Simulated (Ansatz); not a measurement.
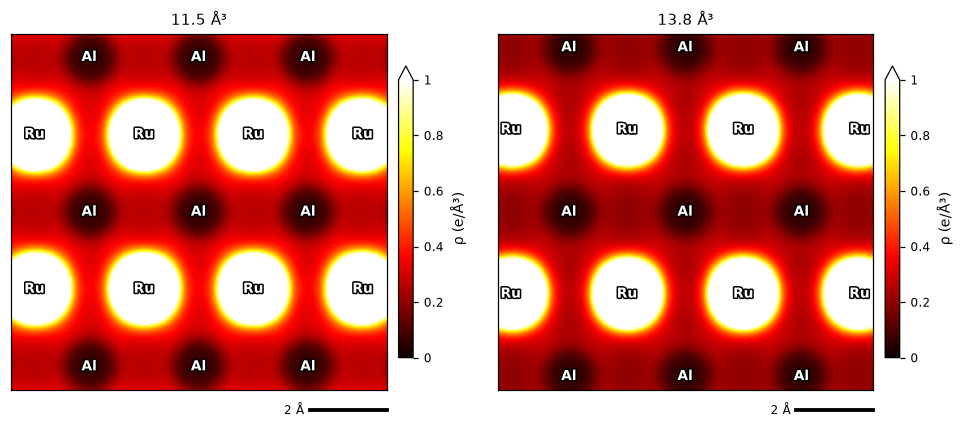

AlRu. The valence electron density of cells scaled evenly to different volumes (given per atom above each panel), on the (011) plane of each (indices in the axes of the cell below), at one length scale and on one colour scale.

A structure from a database of computed crystals, not necessarily the ambient phase; computed without spin polarisation.

Computed with DFT PBEsol, scalar-relativistic, plane waves, PAW in Ansatz 0.2.0.

The density is the valence pseudo-density of a PAW calculation; it isn't the true density close to the nuclei.

The largest cell:

```xyz
2
Lattice="3.0210 0.0000 0.0000 0.0000 3.0210 0.0000 0.0000 0.0000 3.0210" Properties=species:S:1:pos:R:3 pbc="T T T"
Al    0.0000    0.0000    0.0000
Ru    1.5105    1.5105    1.5105
```

| volume (Å³/atom) | Al–Ru contact in the plane (Å) | ρ at its midpoint (e/Å³) | pressure (GPa) | 
| --- | --- | --- | --- |
| 11.48 | 2.462 | 0.445 | 40.8 | 
| 13.18 | 2.578 | ? | ? | 
| 13.78 | 2.616 | 0.343 | −9.0 | 

> Estimate the missing row, and compare with the calculation.

Over the known rows ln ρ falls by 1.69 per Å of Al–Ru distance (the line through the two), which gives 0.366 e/Å³ at 2.578 Å; the calculation gives 0.365 e/Å³. For the pressure, a straight line in volume between the neighbouring rows gives 4.0 GPa; the calculation gives 0.0, lower because pressure rises ever faster on compression.
